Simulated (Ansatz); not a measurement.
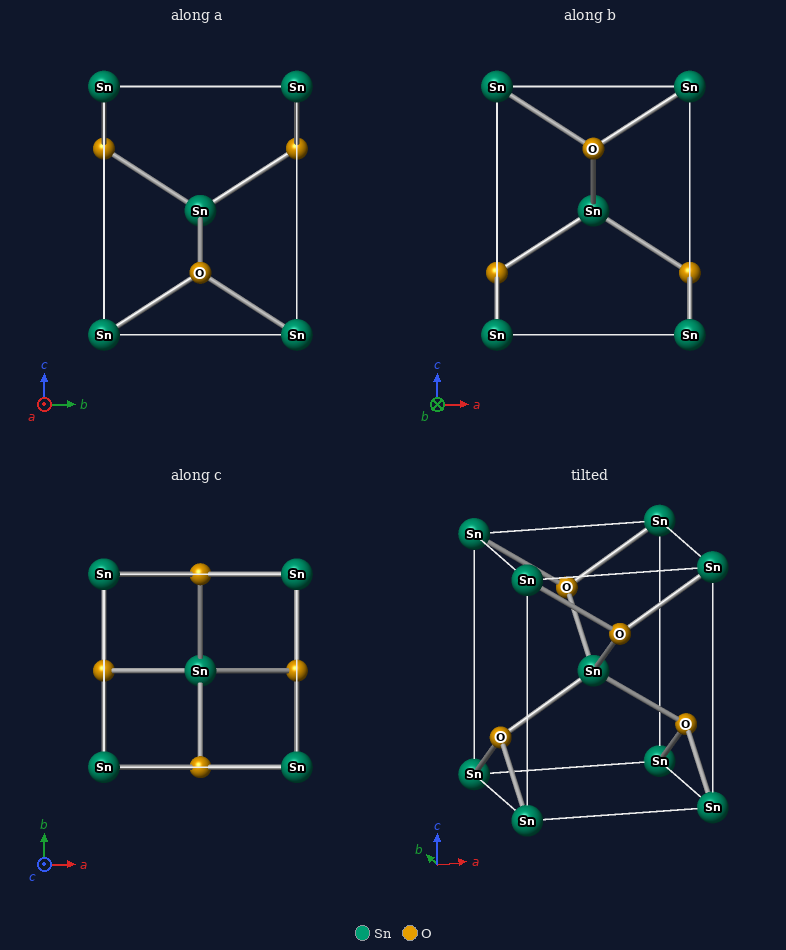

We look at a ball-and-stick model of the crystal along the a axis, along the b axis, along the c axis and slightly off an axis. Atoms at the boundary of the conventional unit cell (the box) are drawn once for each face, edge or corner they touch.

Lattice parameters: a = 3.945 Å, b = 3.945 Å, c = 5.079 Å, α = 90.00°, β = 90.00°, γ = 90.00°. Put a along x and b in the xy plane.

Set out the cell and atoms as a POSCAR file.

```
Sn O
1.0
     3.945    0.000    0.000
     0.000    3.945    0.000
     0.000    0.000    5.079
Sn O
2 2
Direct
  0.0000 0.0000 0.0000
  0.5000 0.5000 0.5000
  0.0000 0.5000 0.2500
  0.5000 0.0000 0.7500
```

The structure comes from a structure type filled with these elements by a generator (whether the compound takes this form wasn't checked). The cell was then strained or its atoms displaced on purpose. It went into a calculation with Ansatz.
